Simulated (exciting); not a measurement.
# A series of single points on Si

System: Si (I4/mmm, 1 atom in the cell).
Method: Kohn-Sham DFT of a periodic cell, PBE, all-electron LAPW+lo, shipped species files, no spin polarisation (exciting sodium).

The 7 runs differ only in the geometry, by an even scaling of the cell at fixed fractional positions. The structure derives from a Materials Project entry.

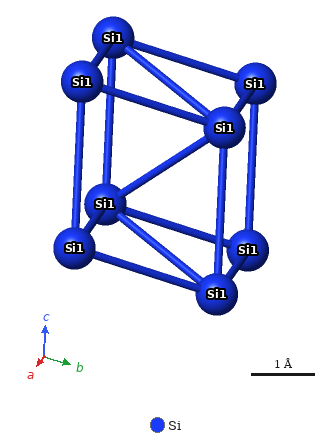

Figure 1. The structure of run 4 (ball-and-stick view of the cell of the calculation, seen slightly off an axis; atoms are numbered from 1 in the order of the input).

**Input of run 4**
```
<input>
  <title>Si</title>
  <structure speciespath="./" tshift="false">
    <crystal scale="1">
      <basevect>-3.074423645765 3.074423645765 2.495061810668</basevect>
      <basevect>3.074423645765 -3.074423645765 2.495061810668</basevect>
      <basevect>3.074423645765 3.074423645765 -2.495061810668</basevect>
    </crystal>
    <species speciesfile="Si.xml" rmt="2">
      <atom coord="0.000000000000 0.000000000000 0.000000000000"/>
    </species>
  </structure>
  <groundstate do="fromscratch" ngridk="13 13 13" rgkmax="7.5" gmaxvr="14" lmaxapw="10" lmaxmat="10" lmaxvr="8" xctype="GGA_PBE" stype="Fermi Dirac" swidth="0.00183747" nempty="8" ValenceRelativity="iora*" epsengy="1e-05" epspot="1e-05" maxscl="60" tforce="true" outputlevel="normal"/>
</input>
```

Command:
```bash
OMP_NUM_THREADS=1 exciting_smp
```

Run 6 has the same physical settings and fractional positions; its lattice vectors (Å) are:
```
  -1.648324    1.648324    1.337705
   1.648324   -1.648324    1.337705
   1.648324    1.648324   -1.337705
```

**Results, with one run withheld**

```csv
run,volume per atom (Å³),"free energy per atom, from the lowest run given (meV)"
1,13.140,42.20
2,13.420,25.26
3,13.699,12.85
4,13.979,4.55
5,14.258,0.00
6,14.538,?
7,14.818,0.23
```

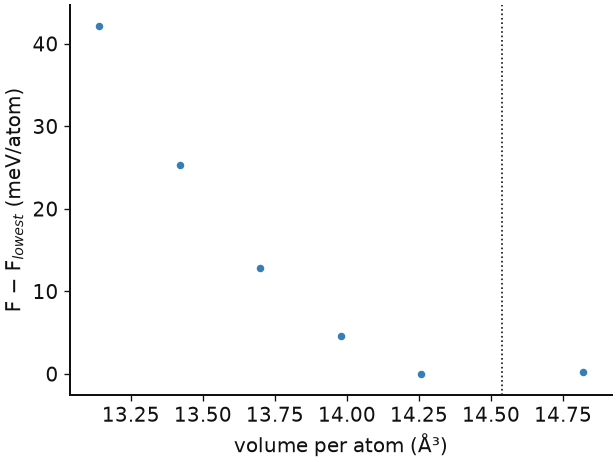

Figure 2. Free energy per atom of the runs given; the dotted line marks run 6.

What should run 6 give?

A cubic polynomial in V^(−2/3) (the Birch–Murnaghan form), fitted to the 6 runs given, misses them by at most 0.04 meV per atom. With x = V^(−2/3) − 0.17325 Å⁻², it reads F = 7.4237 + 3381.5 x + 3.2859e+05 x² + 7.1139e+05 x³ (meV per atom). At run 6 it gives −1.37 meV per atom, and the run itself gives −1.29. The fit has its minimum at 14.520 Å³ per atom, where V d²F/dV² gives 87.9 GPa. Cell shape and fractional positions are held, so this is the stiffness under even scaling; the relaxed bulk modulus wasn't computed.

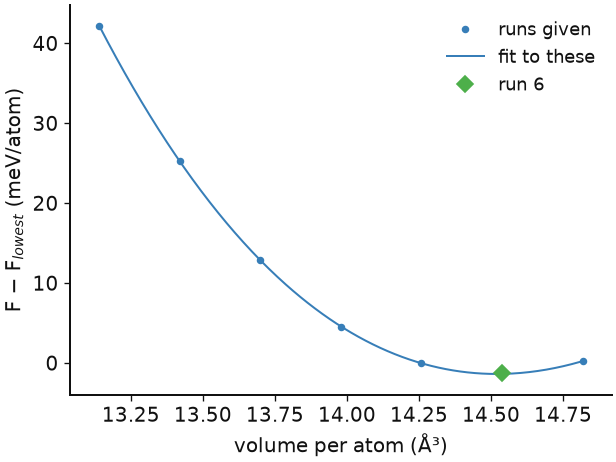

Figure 3. The fit and the withheld run.

**Some lines of the output (run 6)**
```
[...]
 Total energy                               :      -290.01768482
 Fermi energy                               :         0.34785935
 DOS at Fermi energy (states/Ha/cell)       :        17.31197712
 Absolute change in total energy   (target) :  0.970861E-03  ( 0.100000E-04)
 Total energy                               :      -290.01769649
 Fermi energy                               :         0.34785921
 DOS at Fermi energy (states/Ha/cell)       :        17.31197744
 Absolute change in total energy   (target) :  0.116715E-04  ( 0.100000E-04)
 Total energy                               :      -290.01769582
 DOS at Fermi energy (states/Ha/cell)       :        17.31197652
 Absolute change in total energy   (target) :  0.673694E-06  ( 0.100000E-04)
 Total energy                               :      -290.01769573
 DOS at Fermi energy (states/Ha/cell)       :        17.31197662
 Absolute change in total energy   (target) :  0.882631E-07  ( 0.100000E-04)
```
